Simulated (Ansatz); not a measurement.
## AlCu5: a changed input and its effect

System: AlCu5 (Pmmm, 6 atoms in the cell).
Method of run 1: DFT PBE, scalar-relativistic, plane waves, PAW, no spin polarisation (Ansatz 0.2.0).

The structure was made by a generator, so it may or may not be a known phase. Text and figures count atoms from 1; the logs count them from 0 in places.

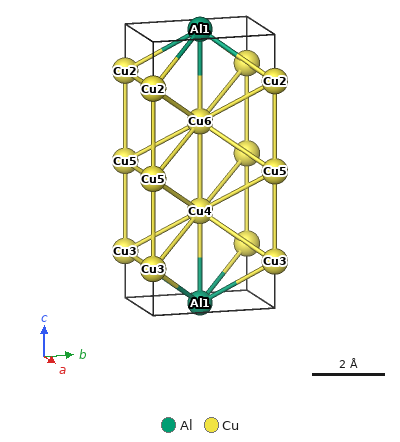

Figure 1. The input geometry (ball-and-stick view of the cell of the calculation, seen slightly off an axis; atoms are numbered from 1 in the order of the input). An atom can appear more than once, as a periodic image.

**Input file, run 1**
```yaml
crystal:
  lattice:
    - [2.655340077, 0.0, 0.0]
    - [0.0, 3.5755130201, 0.0]
    - [0.0, 0.0, 7.8352557354]
  atoms:
    - { symbol: Al, position: [0.5, 0.5, 0.0] }
    - { symbol: Cu, position: [0.0, 0.0, 0.8295857166] }
    - { symbol: Cu, position: [0.0, 0.0, 0.1704142834] }
    - { symbol: Cu, position: [0.5, 0.5, 0.3363064968] }
    - { symbol: Cu, position: [0.0, 0.0, 0.5] }
    - { symbol: Cu, position: [0.5, 0.5, 0.6636935032] }
basis:
  ecutwfc: 420
kpoints:
  mp_grid: { grid: [14, 12, 6] }
  band_path:
    path:
      - [[0.0, 0.0, 0.0], [0.5, 0.0, 0.0], [0.5, 0.5, 0.0], [0.0, 0.5, 0.0], [0.0, 0.0, 0.0], [0.0, 0.0, 0.5], [0.5, 0.0, 0.5], [0.5, 0.5, 0.5], [0.0, 0.5, 0.5], [0.0, 0.0, 0.5]]
      - [[0.5, 0.0, 0.0], [0.5, 0.0, 0.5]]
      - [[0.0, 0.5, 0.0], [0.0, 0.5, 0.5]]
      - [[0.5, 0.5, 0.0], [0.5, 0.5, 0.5]]
    npoints: 14
hamiltonian:
  xc: pbe
scf:
  occupations: { method: gaussian, width: 0.1 }
  n_extra_bands: 15
output:
  forces: true
  stress: true
  eigenvalues: true
  populations: true
  dos: { projected: true, de: 0.02, nscf_kmesh: { grid: [17, 15, 8] } }
  bader: true
  write_density: true
  write_potential: true
  elf: true
  volumetric_format: npy
```

Command:
```bash
ansatz run input.yaml --threads 1 --pin off --max-ram 2560MiB --backend cpu --events-out ev --progress --plain --runs-dir out
```

Hardware: 1 thread of Intel Xeon @ 2.50GHz (Skylake/Cascade Lake), 189 GiB of memory available, shared host.

**Output, shortened to warnings, some set-up lines, iterations and results (run 1)**
```
Basis set: ecut = 420 eV, 1461 PW (Γ), exchange–correlation on 36×48×108 points (8 copies of the dense FFT grid, shifted against one another)
Symmetry: 8 space group operations
k-points: 224 of 1008
Initial density: superposition of atomic densities (neutral atoms: chi_scale 0, normalization atom), corrected by the library's trained network
[...]
SCF iter   1: F=—  HF=-33663.914450 eV  |F-HF|=—  |Δ(HF+E_count)|=         —  Δρ=3.34e-3  dr2=7.62e-3  ethr=1.77e-3  ⟨swp⟩=5.0  Hψ=51697  notcnv=0  defer=386
SCF iter   2: F=—  HF=-33663.913623 eV  |F-HF|=—  |Δ(HF+E_count)|=   8.26e-4  Δρ=1.14e-3  dr2=1.38e-3  ethr=7.77e-6  ⟨swp⟩=1.8  Hψ=18282  notcnv=0  defer=526
SCF iter   3: F=—  HF=-33663.913392 eV  |F-HF|=—  |Δ(HF+E_count)|=   2.31e-4  Δρ=7.83e-4  dr2=7.00e-4  ethr=1.41e-6  ⟨swp⟩=2.3  Hψ=20879  notcnv=0  defer=526
SCF iter   4: F=—  HF=-33663.913286 eV  |F-HF|=—  |Δ(HF+E_count)|=   1.06e-4  Δρ=1.84e-4  dr2=8.24e-5  ethr=7.15e-7  ⟨swp⟩=1.7  Hψ=15277  notcnv=0  defer=526
SCF iter   5: F=—  HF=-33663.913217 eV  |F-HF|=—  |Δ(HF+E_count)|=   6.93e-5  Δρ=1.15e-4  dr2=9.42e-6  ethr=8.41e-8  ⟨swp⟩=2.2  Hψ=18214  notcnv=0  defer=526
SCF iter   6: F=—  HF=-33663.913215 eV  |F-HF|=—  |Δ(HF+E_count)|=   1.53e-6  Δρ=9.45e-5  dr2=5.80e-6  ethr=9.62e-9  ⟨swp⟩=2.0  Hψ=21412  notcnv=0  defer=526
SCF iter   7: F=—  HF=-33663.913215 eV  |F-HF|=—  |Δ(HF+E_count)|=   8.05e-7  Δρ=1.60e-5  dr2=5.30e-7  ethr=5.92e-9  ⟨swp⟩=2.0  Hψ=17762  notcnv=0  defer=526
SCF iter   8: F=—  HF=-33663.913214 eV  |F-HF|=—  |Δ(HF+E_count)|=   4.09e-8  Δρ=1.04e-5  dr2=1.16e-7  ethr=5.41e-10  ⟨swp⟩=2.1  Hψ=18885  notcnv=0  defer=526
SCF iter   9: F=-33663.913214 eV  HF=-33663.913214 eV  |F-HF|=9.17e-9  |Δ(HF+E_count)|=   7.68e-9  Δρ=1.87e-6  dr2=1.02e-8  ethr=1.02e-10  ⟨swp⟩=11.6  Hψ=93864  notcnv=0
SCF 1 converged in 9 iterations: F = -33663.913214 eV  dr2 = 1.02e-8
NSCF: frozen V_eff on 172 k-points
NSCF: frozen V_eff on 360 k-points
SCF converged after 9 iterations
Free energy (F): -33663.913214 eV
Harris-Foulkes:  -33663.913214 eV  (|F-HF|=9.17e-9)
Internal energy: -33663.903945 eV  (E = F + TS)
E sigma→0 (E₀):  -33663.908580 eV
Entropy (-TS):   -0.009270 eV (-1.545 meV/atom)
Fermi energy:    15.188342 eV
--- Per-component energies (eV) ---
  E_band       = -1934.758460
  E_kinetic    = 1522.965461
  E_local      = -24063.917425  (includes V_loc(G=0)·N_el)
  E_nonlocal   = 1956.803891
  E_hartree    = 10758.585965
  E_xc         = -488.252177
  E_vxc        = -607.788674  (∫ρ·V_xc dr)
  E_paw        = -8780.139528  (= ΣΔE_a)
  E_vpaw       = -2259.985502  (= ΣTr[D̂ρ^β])
  E_aug_tail   = 0.001356  (compensation charges beyond the density's cutoff)
  E_ewald      = -14569.951487
  E_smearing   = -0.009270  (= −TS)
  E_closure    = -0.000000  (closes the sum)
  Σ components = -33663.913214   (vs F -33663.913214, Δ=0.00e0)
--- Forces (eV/Å), atoms counted from 1 ---
  atom   1  Al    -0.00000000     0.00000000     0.00000000
  atom   2  Cu     0.00000000     0.00000000    -0.00043075
  atom   3  Cu     0.00000000     0.00000000     0.00043075
  atom   4  Cu     0.00000000     0.00000000     0.00119638
  atom   5  Cu     0.00000000     0.00000000     0.00000000
  atom   6  Cu     0.00000000     0.00000000    -0.00119638
  max |Σ_I F_I| component: 7.89e-31 eV/Å
--- Stress (GPa, compression-positive) ---
       -0.002195       0.000000       0.000000
        0.000000       0.025057       0.000000
        0.000000       0.000000      -0.012768
  P = ⅓ Tr σ = 0.0034 GPa (0.034 kbar)
--- Löwdin populations: 6 sites ---
  site symbol       q [e]
     0     Al      3.7662
     1     Cu     18.5705
     2     Cu     18.5705
     3     Cu     18.7520
     4     Cu     18.8322
     5     Cu     18.7520
  spilling = 0.007719 (of n_electrons = 98.000000)
--- Bader charges: 6 sites ---
  site symbol  charge [e]  shift [e]
     0     Al      1.2122     0.0017
     1     Cu     -0.4989     0.0006
     2     Cu     -0.4989     0.0006
     3     Cu     -0.1030     0.0002
     4     Cu     -0.0086     0.0000
     5     Cu     -0.1030     0.0002
  estimated error of the sums over rays = 5.0e-4 e
```

The input of run 2 differs as follows (lines with − go, lines with + come):
```diff
-  xc: pbe
+  xc: lda
-  write_density: true
-  write_potential: true
-  elf: true
-  volumetric_format: npy
```

How does run 2 compare with run 1?

The total energies belong to different methods, so their difference says nothing on which is more stable or more accurate. The pressure goes from 0.00 to −11.95 GPa. The largest force goes from 0.001 to 0.131 eV/Å. The functional changes from PBE to LDA. Along LDA, PBEsol, PBE and RPBE the binding weakens and the preferred volume grows, so the same cell is under more pressure with the later ones. The SCF takes 10 iterations against 9.

**Output, shortened to warnings, some set-up lines, iterations and results (run 2)**
```
Basis set: ecut = 420 eV, 1461 PW (Γ)
Symmetry: 8 space group operations
k-points: 224 of 1008
Initial density: superposition of atomic densities (neutral atoms: chi_scale 0, normalization atom), corrected by the library's trained network
[...]
SCF iter   1: F=—  HF=-33291.828661 eV  |F-HF|=—  |Δ(HF+E_count)|=         —  Δρ=1.74e-2  dr2=1.01e-1  ethr=1.77e-3  ⟨swp⟩=5.0  Hψ=52071  notcnv=0  defer=382
SCF iter   2: F=—  HF=-33291.801959 eV  |F-HF|=—  |Δ(HF+E_count)|=   2.67e-2  Δρ=2.47e-3  dr2=1.12e-2  ethr=1.04e-4  ⟨swp⟩=2.0  Hψ=23815  notcnv=0  defer=1882
SCF iter   3: F=—  HF=-33291.800750 eV  |F-HF|=—  |Δ(HF+E_count)|=   1.21e-3  Δρ=2.12e-3  dr2=6.58e-3  ethr=1.14e-5  ⟨swp⟩=1.0  Hψ=12402  notcnv=0  defer=1882
SCF iter   4: F=—  HF=-33291.799724 eV  |F-HF|=—  |Δ(HF+E_count)|=   1.03e-3  Δρ=5.03e-4  dr2=1.20e-3  ethr=6.72e-6  ⟨swp⟩=1.2  Hψ=12543  notcnv=0  defer=1882
SCF iter   5: F=—  HF=-33291.799584 eV  |F-HF|=—  |Δ(HF+E_count)|=   1.39e-4  Δρ=5.59e-4  dr2=1.76e-4  ethr=1.22e-6  ⟨swp⟩=1.8  Hψ=14843  notcnv=0  defer=1882
SCF iter   6: F=—  HF=-33291.799548 eV  |F-HF|=—  |Δ(HF+E_count)|=   3.59e-5  Δρ=1.11e-4  dr2=8.52e-6  ethr=1.80e-7  ⟨swp⟩=2.0  Hψ=18274  notcnv=0  defer=1882
SCF iter   7: F=—  HF=-33291.799550 eV  |F-HF|=—  |Δ(HF+E_count)|=   1.67e-6  Δρ=4.51e-5  dr2=2.58e-6  ethr=8.69e-9  ⟨swp⟩=2.0  Hψ=21200  notcnv=0  defer=1882
SCF iter   8: F=—  HF=-33291.799550 eV  |F-HF|=—  |Δ(HF+E_count)|=   5.14e-7  Δρ=1.62e-5  dr2=2.05e-7  ethr=2.63e-9  ⟨swp⟩=2.5  Hψ=21012  notcnv=0  defer=1882
SCF iter   9: F=—  HF=-33291.799550 eV  |F-HF|=—  |Δ(HF+E_count)|=   1.14e-8  Δρ=1.45e-5  dr2=1.43e-7  ethr=1.02e-10  ⟨swp⟩=9.1  Hψ=68361  notcnv=0
SCF iter  10: F=-33291.799550 eV  HF=-33291.799550 eV  |F-HF|=1.62e-9  |Δ(HF+E_count)|=   2.25e-8  Δρ=2.71e-6  dr2=4.25e-9  ethr=1.02e-10  ⟨swp⟩=3.9  Hψ=41265  notcnv=0
SCF 1 converged in 10 iterations: F = -33291.799550 eV  dr2 = 4.25e-9
NSCF: frozen V_eff on 172 k-points
NSCF: frozen V_eff on 360 k-points
SCF converged after 10 iterations
Free energy (F): -33291.799550 eV
Harris-Foulkes:  -33291.799550 eV  (|F-HF|=1.62e-9)
Internal energy: -33291.790584 eV  (E = F + TS)
E sigma→0 (E₀):  -33291.795067 eV
Entropy (-TS):   -0.008965 eV (-1.494 meV/atom)
Fermi energy:    14.787661 eV
--- Per-component energies (eV) ---
  E_band       = -1955.418337
  E_kinetic    = 1525.666111
  E_local      = -24080.568393  (includes V_loc(G=0)·N_el)
  E_nonlocal   = 1979.375652
  E_hartree    = 10745.121740
  E_xc         = -485.377814
  E_vxc        = -607.797329  (∫ρ·V_xc dr)
  E_paw        = -8408.361425  (= ΣΔE_a)
  E_vpaw       = -2262.335722  (= ΣTr[D̂ρ^β])
  E_aug_tail   = 0.001016  (compensation charges beyond the density's cutoff)
  E_ewald      = -14569.951487
  E_core_change = 2.304017  (= ΣΔE_core)
  E_smearing   = -0.008965  (= −TS)
  E_closure    = -0.000000  (closes the sum)
  Σ components = -33291.799550   (vs F -33291.799550, Δ=0.00e0)
--- Forces (eV/Å), atoms counted from 1 ---
  atom   1  Al     0.00000000     0.00000000     0.00000000
  atom   2  Cu     0.00000000     0.00000000    -0.13108987
  atom   3  Cu     0.00000000     0.00000000     0.13108987
  atom   4  Cu     0.00000000     0.00000000     0.07042994
  atom   5  Cu     0.00000000     0.00000000     0.00000000
  atom   6  Cu     0.00000000     0.00000000    -0.07042994
  max |Σ_I F_I| component: 0.00e0 eV/Å
--- Stress (GPa, compression-positive) ---
      -11.666066       0.000000       0.000000
        0.000000     -11.997294       0.000000
        0.000000       0.000000     -12.199138
  P = ⅓ Tr σ = -11.9542 GPa (-119.542 kbar)
--- Löwdin populations: 6 sites ---
  site symbol       q [e]
     0     Al      3.7440
     1     Cu     18.5804
     2     Cu     18.5804
     3     Cu     18.7577
     4     Cu     18.8355
     5     Cu     18.7577
  spilling = 0.007595 (of n_electrons = 98.000000)
--- Bader charges: 6 sites ---
  site symbol  charge [e]  shift [e]
     0     Al      1.1794     0.0017
     1     Cu     -0.4826     0.0006
     2     Cu     -0.4826     0.0006
     3     Cu     -0.1026     0.0002
     4     Cu     -0.0090     0.0000
     5     Cu     -0.1026     0.0002
  estimated error of the sums over rays = 2.8e-4 e
```

**The two runs side by side**

```tsv
quantity	run 1	run 2
outcome	converged	converged
free energy per atom (eV)	−5610.6522	−5548.6333
energy per atom, smearing taken to zero (eV)	−5610.6514	−5548.6325
gap on the mesh (eV)	0.00	0.00
pressure (GPa)	0.00	−11.95
largest force (eV/Å)	0.001	0.131
SCF iterations	9	10
irreducible k-points	224	224
plane waves at Γ	1461	1461
wall time (shared host)	6.7 min	6.1 min
```

For run 2: The cell is under a tension of 12.0 GPa at this level, so it is not at its equilibrium volume.
